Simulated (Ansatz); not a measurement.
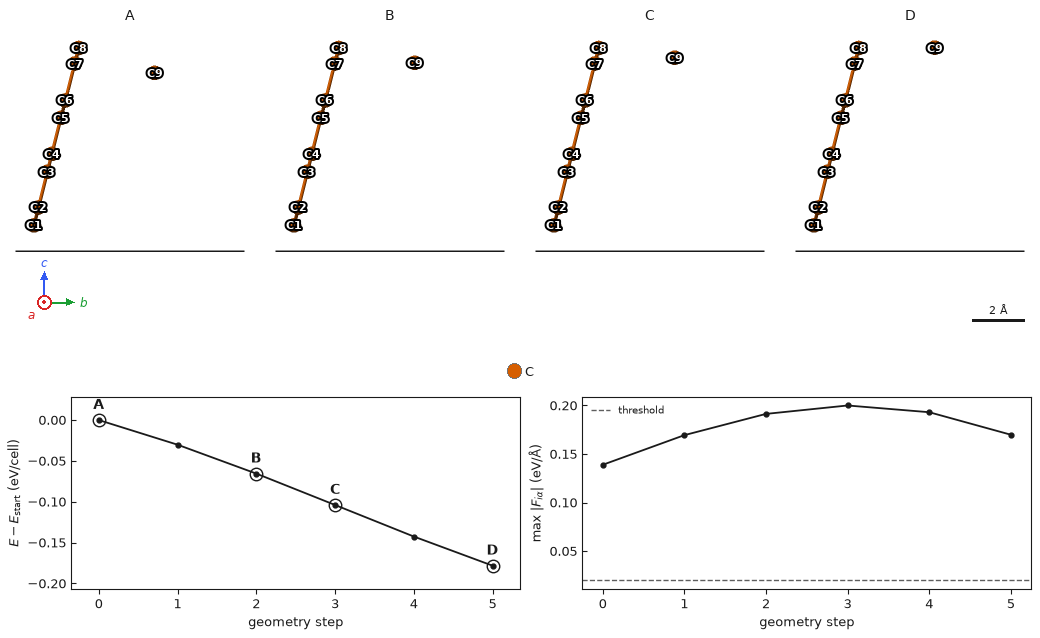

Frames of a constrained relaxation of a slab of composition C (cut from the P6/mmm phase), marked on the history of the run. A ball-and-stick model of the 3 × 1 repeat of the cell, outlined in the plane, without the vacuum, seen along the a axis.

Case: C over the place (3/6, 2/6) of the surface cell, its height relaxed. The slab is the (1 0 1) face of C with C on it. 8 atoms are held fixed.

These are results of DFT PBEsol, scalar-relativistic, plane waves, PAW in Ansatz, not measurements.

The input:
```yaml
crystal:
  lattice:
    - [2.4588140226, 0.0, 0.0]
    - [-1.2294070113, 8.7848638378, 0.0]
    - [0.0, 0.0, 25.8863084286]
  atoms:
    - { symbol: C, position: [0.039169795, 0.0783395899, 0.3283589092] }
    - { symbol: C, position: [0.5489622436, 0.0979244873, 0.3549610354] }
    - { symbol: C, position: [0.5685471411, 0.1370942823, 0.4081652878] }
    - { symbol: C, position: [0.0783395899, 0.1566791797, 0.4347674139] }
    - { symbol: C, position: [0.0983391528, 0.1966795219, 0.4884477367] }
    - { symbol: C, position: [0.6080958882, 0.2161929013, 0.5144630978] }
    - { symbol: C, position: [0.6288531168, 0.2577114228, 0.5695621573] }
    - { symbol: C, position: [0.1376152981, 0.275236241, 0.5927073799] }
    - { symbol: C, position: [0.6376152981, 0.6085695743, 0.5556221384] }
basis:
  ecutwfc: 420
kpoints:
  mp_grid: { grid: [12, 4, 1] }
hamiltonian:
  xc: pbesol
scf:
  occupations: { method: gaussian, width: 0.1 }
output:
  forces: true
  eigenvalues: true
  write_density: true
  write_potential: true
  elf: true
  volumetric_format: npy
relax:
  adjacent_minimum: "off"
  f_tol: 0.02
  max_steps: 25
  constraints: [{ sites: [0, 1, 2, 3, 4, 5, 6, 7] }, { site: 8, fix: xy }]
efield:
  axis: 3
  dipole_correction: true
  ramp_width: 0.04
```

Launched with:
```bash
ansatz run input.yaml --threads 2 --pin off --max-ram 5120MiB --backend cpu --events-out ev --progress --plain --runs-dir out
```

Q: What happens along the run?

A: The run was cut off at its time limit before the relaxation converged, so the last structure is only a point on the way. The atom that moves furthest is C9 (0.98 Å along the normal (+c)). The lattice vectors keep their values. After 5 geometry steps the energy has fallen by 0.178 eV per cell of the calculation. The largest force component goes from 0.14 to 0.17 eV/Å. The run took 3.9 min on 2 threads of Intel(R) Xeon(R) Processor @ 2.50GHz (Skylake/Cascade Lake), on a shared host, peak memory 0.81 GiB. From step 0 to 2: C9 moves most (0.39 Å), energy −65.5 meV per cell of the calculation. From step 2 to 3: C9 moves most (0.20 Å), energy −38.4 meV per cell of the calculation. From step 3 to 5: C9 moves most (0.39 Å), energy −74.3 meV per cell of the calculation.

```tsv
step	E − E(0), meV/atom	largest force component, eV/Å
0	0.00	0.1389
1	-3.35	0.1694
2	-7.28	0.1913
3	-11.55	0.2000
4	-15.84	0.1931
5	-19.80	0.1699
```

Limits of the set-up: the periodic images lie only 2.5 Å apart, so the values are limited by the cell's size.
